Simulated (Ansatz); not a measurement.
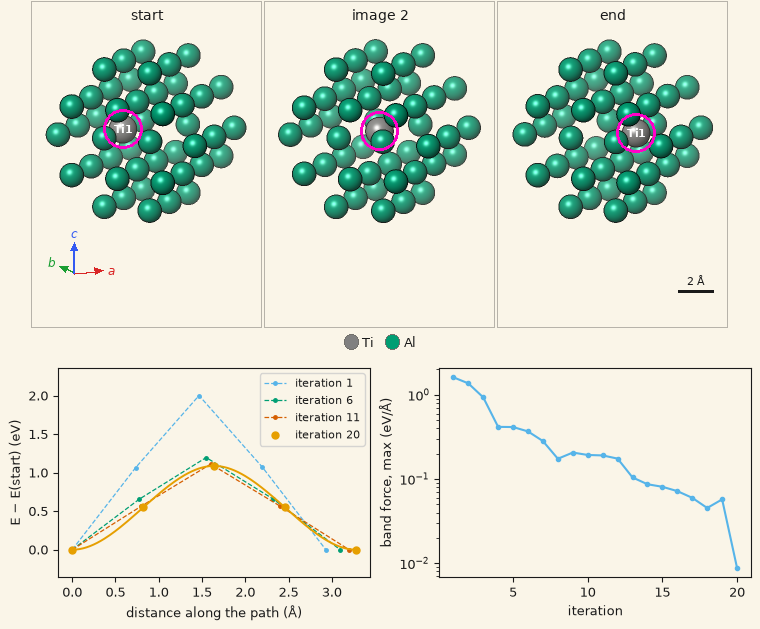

A search for the minimum-energy path of Al with an Al vacancy (31 atoms in the cell) by the nudged elastic band. Images are numbered from 0 (start) to 4 (end). The plot follows the band through its iterations. A spheres-only model of the atoms within 5.7 Å of the middle of the path, seen slightly off an axis. The moving atom is ringed, with any periodic copies.

These are results of Ansatz, DFT PBE, scalar-relativistic, plane waves, PAW, not measurements. Settings: plane-wave cutoff 420 eV; k-point mesh 3 × 3 × 3; Gaussian smearing 0.15 eV; 3 movable images; climbing image; force threshold 0.05 eV/Å; iteration limit 50; spring constant 50.0 eV/Å²; optimiser FIRE.

Did the band converge, and can the barrier be trusted?

Answer. The run is converged, with reservations. The band converged in 20 iterations. The largest component of the band force went from 1.6 to 0.0088 eV/Å. The climbing image converged on the top of the path. Its curvatures weren't checked. The spring constant is far from the usual few eV/Å², which spoils the spacing or the steps. The first iteration put the highest image at 2.00 eV. The barrier is about 1.09 eV in both directions, with image 2 at the top; the ends have the same energy.

Limits of the set-up: the periodic images lie only 8.1 Å apart, so the values are limited by the cell's size.

Cost: 21 min on 4 threads of Arm Neoverse V1 (shared host), peak memory 2.9 GiB.

PAW datasets: the set soft_1.
